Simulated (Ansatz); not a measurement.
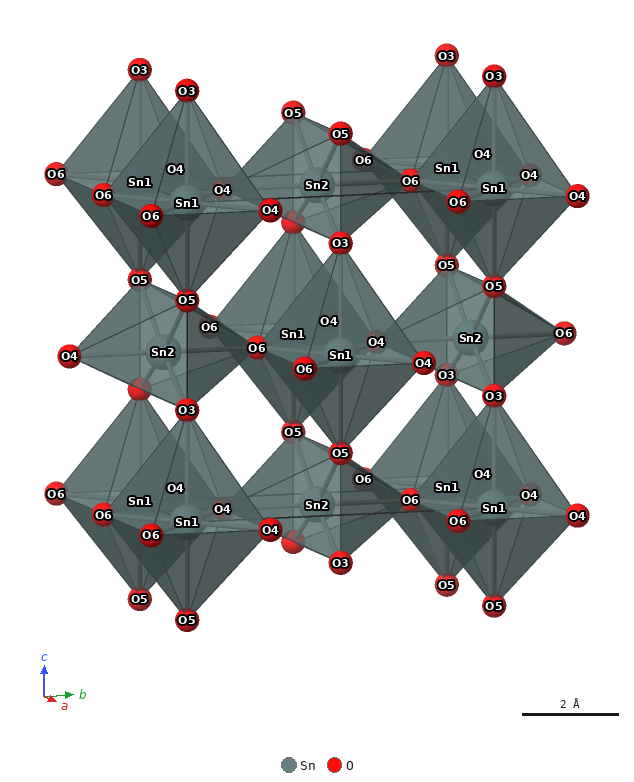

Fig. 1: The input geometry of run A (polyhedral view of the cell 2 times as large as that of the calculation, set on its symmetry axes, seen slightly off an axis; polyhedra are completed across the faces of the cell; atoms are numbered from 1 in the order of the input). An atom can appear more than once, as a periodic image.

## What a change does: single-point calculation on SnO2

System: SnO2 (6 atoms in the cell).
Method of run A: DFT r2SCAN, scalar-relativistic, plane waves, PAW, no spin polarisation (Ansatz 0.2.0).

The structure derives from an entry of the Crystallography Open Database. Text and figures count atoms from 1; the logs count them from 0 in places.

### The input, run A
```yaml
crystal:
  lattice:
    - [4.7602164773, 0.0, 0.0]
    - [0.0, 4.7602164773, 0.0]
    - [0.0, 0.0, 3.2005650988]
  atoms:
    - { symbol: Sn, position: [0.0, 0.0, 0.0] }
    - { symbol: Sn, position: [0.5, 0.5, 0.5] }
    - { symbol: O, position: [0.3504570252, 0.3504570252, 0.0] }
    - { symbol: O, position: [0.1941065016, 0.8058934984, 0.5] }
    - { symbol: O, position: [0.6941065016, 0.6941065016, 0.0] }
    - { symbol: O, position: [0.8058934984, 0.1941065016, 0.5] }
basis:
  ecutwfc: 500
kpoints:
  mp_grid: { grid: [6, 6, 8] }
hamiltonian:
  xc: r2scan
scf:
  occupations: { method: gaussian, width: 0.05 }
output:
  forces: true
  stress: true
  eigenvalues: true
```

Command:
```bash
ansatz run input.yaml --threads 1 --pin off --max-ram 2560MiB --backend cpu --events-out ev --progress --plain --runs-dir out
```

Hardware: 1 thread of Arm Neoverse V1, 24 GiB of memory available, shared host.

### Output, shortened to warnings, some set-up lines, iterations and results (run A)
```
Basis set: ecut = 500 eV, 1867 PW (Γ), exchange–correlation on 144×144×96 points (64 copies of the dense FFT grid, shifted against one another)
Symmetry: 4 space group operations
k-points: 65 of 288 (time reversal used)
Initial density: superposition of atomic densities (neutral atoms: chi_scale 0, normalization atom), corrected by the library's trained network
[...]
SCF iter   1: F=—  HF=-14351.324111 eV  |F-HF|=—  |Δ(HF+E_count)|=         —  Δρ=1.09e-2  dr2=6.62e-2  dr2_τ=3.06e-1  ethr=1.77e-3  ⟨swp⟩=6.2  Hψ=9231  notcnv=0  defer=11
SCF iter   2: F=—  HF=-14351.438275 eV  |F-HF|=—  |Δ(HF+E_count)|=   1.14e-1  Δρ=6.27e-3  dr2=1.54e-2  dr2_τ=1.21e-3  ethr=1.27e-4  ⟨swp⟩=2.0  Hψ=3910  notcnv=0  defer=111
SCF iter   3: F=—  HF=-14351.437670 eV  |F-HF|=—  |Δ(HF+E_count)|=   6.06e-4  Δρ=1.21e-3  dr2=8.53e-4  dr2_τ=1.23e-4  ethr=2.95e-5  ⟨swp⟩=1.0  Hψ=1969  notcnv=0  defer=46
SCF iter   4: F=—  HF=-14351.437702 eV  |F-HF|=—  |Δ(HF+E_count)|=   3.17e-5  Δρ=3.91e-4  dr2=8.08e-5  dr2_τ=1.33e-5  ethr=1.64e-6  ⟨swp⟩=2.0  Hψ=2893  notcnv=0  defer=46
SCF iter   5: F=—  HF=-14351.437699 eV  |F-HF|=—  |Δ(HF+E_count)|=   2.87e-6  Δρ=1.34e-4  dr2=1.09e-5  dr2_τ=1.48e-6  ethr=1.55e-7  ⟨swp⟩=2.0  Hψ=2918  notcnv=0  defer=46
SCF iter   6: F=—  HF=-14351.437701 eV  |F-HF|=—  |Δ(HF+E_count)|=   1.84e-6  Δρ=4.43e-5  dr2=1.55e-6  dr2_τ=1.20e-7  ethr=2.09e-8  ⟨swp⟩=2.0  Hψ=2749  notcnv=0  defer=46
SCF iter   7: F=—  HF=-14351.437700 eV  |F-HF|=—  |Δ(HF+E_count)|=   2.12e-7  Δρ=1.24e-5  dr2=1.02e-7  dr2_τ=1.27e-8  ethr=2.98e-9  ⟨swp⟩=2.3  Hψ=3023  notcnv=0  defer=46
SCF iter   8: F=-14351.437700 eV  HF=-14351.437700 eV  |F-HF|=2.74e-8  |Δ(HF+E_count)|=   2.24e-8  Δρ=7.73e-6  dr2=4.15e-8  dr2_τ=3.93e-9  ethr=1.92e-10  ⟨swp⟩=8.7  Hψ=8746  …
SCF 1 converged in 8 iterations: F = -14351.437700 eV  dr2 = 4.15e-8
SCF converged after 8 iterations
Free energy (F): -14351.437700 eV
Harris-Foulkes:  -14351.437700 eV  (|F-HF|=2.74e-8)
Internal energy: -14351.437700 eV  (E = F + TS)
E sigma→0 (E₀):  -14351.437700 eV
Fermi energy:    9.826776 eV
--- Per-component energies (eV) ---
  E_band       = -164.288261
  E_kinetic    = 1089.765535
  E_local      = -2965.695935  (includes V_loc(G=0)·N_el)
  E_nonlocal   = 132.317067
  E_hartree    = 1540.949188
  E_xc         = -1036.829383
  E_vxc        = -624.068683  (∫ρ·V_xc dr)
  E_paw        = -8986.684128  (= ΣΔE_a)
  E_vpaw       = -917.871149  (= ΣTr[D̂ρ^β])
  E_aug_tail   = 0.004006  (compensation charges beyond the density's cutoff)
  E_vtau       = 39.358316  (kinetic-family band-sum trace: ∫τ·v_τ [+ j·A + Jᵃ·Aᵃ] dr)
  E_ewald      = -4126.606927
  E_core_change = 1.342876  (= ΣΔE_core)
  E_smearing   = -0.000000  (= −TS)
  E_closure    = -0.000000  (closes the sum)
  Σ components = -14351.437700   (vs F -14351.437700, Δ=0.00e0)
--- Forces (eV/Å), atoms counted from 1 ---
  atom   1  Sn     0.02647999     0.02647999     0.00000000
  atom   2  Sn     2.44195205     2.44195205     0.00000000
  atom   3  O     -4.63168420    -4.63168420     0.00000000
  atom   4  O     -0.12037011     0.82563456     0.00000000
  atom   5  O      1.45800502     1.45800502     0.00000000
  atom   6  O      0.82563456    -0.12037011     0.00000000
  max |Σ_I F_I| component: 1.73e-5 eV/Å
--- Stress (GPa, compression-positive) ---
        6.193659       2.686491       0.000000
        2.686491       6.193659       0.000000
        0.000000       0.000000      13.139302
  P = ⅓ Tr σ = 8.5089 GPa (85.089 kbar)
```

For run B the input was changed thus:
```diff
-    - { symbol: O, position: [0.3504570252, 0.3504570252, 0.0] }
+    - { symbol: O, position: [0.3207480073, 0.3207480073, 0.0] }
```

Predict how the results change.

With the same functional and potentials, run B lies 146.1 meV per atom lower. The pressure goes from 8.51 to 1.52 GPa. The largest force goes from 6.550 to 2.238 eV/Å. The SCF takes 7 iterations against 8.

### Output, shortened to warnings, some set-up lines, iterations and results (run B)
```
Basis set: ecut = 500 eV, 1867 PW (Γ), exchange–correlation on 144×144×96 points (64 copies of the dense FFT grid, shifted against one another)
Symmetry: 4 space group operations
k-points: 65 of 288 (time reversal used)
Initial density: superposition of atomic densities (neutral atoms: chi_scale 0, normalization atom), corrected by the library's trained network
[...]
SCF iter   1: F=—  HF=-14352.208567 eV  |F-HF|=—  |Δ(HF+E_count)|=         —  Δρ=1.04e-2  dr2=5.78e-2  dr2_τ=2.76e-1  ethr=1.77e-3  ⟨swp⟩=6.1  Hψ=9129  notcnv=0  defer=10
SCF iter   2: F=—  HF=-14352.315353 eV  |F-HF|=—  |Δ(HF+E_count)|=   1.07e-1  Δρ=6.15e-3  dr2=1.50e-2  dr2_τ=1.04e-3  ethr=1.11e-4  ⟨swp⟩=2.0  Hψ=3913  notcnv=0  defer=116
SCF iter   3: F=—  HF=-14352.314471 eV  |F-HF|=—  |Δ(HF+E_count)|=   8.82e-4  Δρ=9.01e-4  dr2=5.34e-4  dr2_τ=1.04e-4  ethr=2.88e-5  ⟨swp⟩=1.0  Hψ=1964  notcnv=0  defer=51
SCF iter   4: F=—  HF=-14352.314540 eV  |F-HF|=—  |Δ(HF+E_count)|=   6.90e-5  Δρ=3.00e-4  dr2=4.66e-5  dr2_τ=5.62e-6  ethr=1.03e-6  ⟨swp⟩=2.2  Hψ=2953  notcnv=0  defer=51
SCF iter   5: F=—  HF=-14352.314548 eV  |F-HF|=—  |Δ(HF+E_count)|=   7.12e-6  Δρ=1.32e-4  dr2=1.19e-5  dr2_τ=1.31e-6  ethr=8.95e-8  ⟨swp⟩=2.0  Hψ=2937  notcnv=0  defer=51
SCF iter   6: F=—  HF=-14352.314546 eV  |F-HF|=—  |Δ(HF+E_count)|=   1.55e-6  Δρ=5.21e-5  dr2=2.07e-6  dr2_τ=1.08e-7  ethr=2.29e-8  ⟨swp⟩=2.1  Hψ=2675  notcnv=0  defer=51
SCF iter   7: F=-14352.314546 eV  HF=-14352.314546 eV  |F-HF|=1.59e-8  |Δ(HF+E_count)|=   4.78e-7  Δρ=1.07e-5  dr2=7.59e-8  dr2_τ=8.86e-9  ethr=1.92e-10  ⟨swp⟩=8.0  Hψ=10039  …
SCF 1 converged in 7 iterations: F = -14352.314546 eV  dr2 = 7.59e-8
SCF converged after 7 iterations
Free energy (F): -14352.314546 eV
Harris-Foulkes:  -14352.314546 eV  (|F-HF|=1.59e-8)
Internal energy: -14352.314546 eV  (E = F + TS)
E sigma→0 (E₀):  -14352.314546 eV
Fermi energy:    9.787030 eV
--- Per-component energies (eV) ---
  E_band       = -164.691836
  E_kinetic    = 1086.547003
  E_local      = -2902.668098  (includes V_loc(G=0)·N_el)
  E_nonlocal   = 131.664378
  E_hartree    = 1510.495495
  E_xc         = -1036.026649
  E_vxc        = -622.975483  (∫ρ·V_xc dr)
  E_paw        = -8986.379075  (= ΣΔE_a)
  E_vpaw       = -917.568303  (= ΣTr[D̂ρ^β])
  E_aug_tail   = 0.003951  (compensation charges beyond the density's cutoff)
  E_vtau       = 39.308916  (kinetic-family band-sum trace: ∫τ·v_τ [+ j·A + Jᵃ·Aᵃ] dr)
  E_ewald      = -4157.294425
  E_core_change = 1.342876  (= ΣΔE_core)
  E_smearing   = -0.000000  (= −TS)
  E_closure    = -0.000000  (closes the sum)
  Σ components = -14352.314546   (vs F -14352.314546, Δ=0.00e0)
--- Forces (eV/Å), atoms counted from 1 ---
  atom   1  Sn     0.24237347     0.24237347     0.00000000
  atom   2  Sn     0.68570542     0.68570542     0.00000000
  atom   3  O     -1.58272561    -1.58272561     0.00000000
  atom   4  O     -0.05667314     0.31820041     0.00000000
  atom   5  O      0.39309536     0.39309536     0.00000000
  atom   6  O      0.31820041    -0.05667314     0.00000000
  max |Σ_I F_I| component: 2.41e-5 eV/Å
--- Stress (GPa, compression-positive) ---
        1.115418      -0.022112       0.000000
       -0.022112       1.115418       0.000000
        0.000000       0.000000       2.340802
  P = ⅓ Tr σ = 1.5239 GPa (15.239 kbar)
```

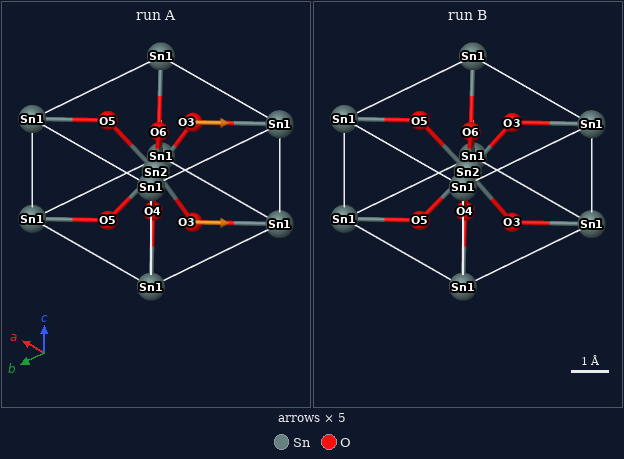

Fig. 2: The two input geometries at one scale (ball-and-stick view of the cell of the calculation, seen at an oblique angle). The orange arrows on the first give the shifts of the atoms relative to the cell, magnified 5 times. O3 moves most: 0.20 Å. Sn stays in place. The cell stays as it was. Among the contacts that change: Sn1–O3 2.359 → 2.159 Å, Sn2–O3 1.891 → 2.004 Å.

### The two runs side by side

```tsv
quantity	run A	run B
outcome	converged	converged
free energy per atom (eV)	−2391.9063	−2392.0524
gap on the mesh (eV)	1.83	1.83
pressure (GPa)	8.51	1.52
largest force (eV/Å)	6.550	2.238
SCF iterations	8	7
irreducible k-points	65	65
plane waves at Γ	1867	1867
wall time (shared host)	35 s	34 s
```
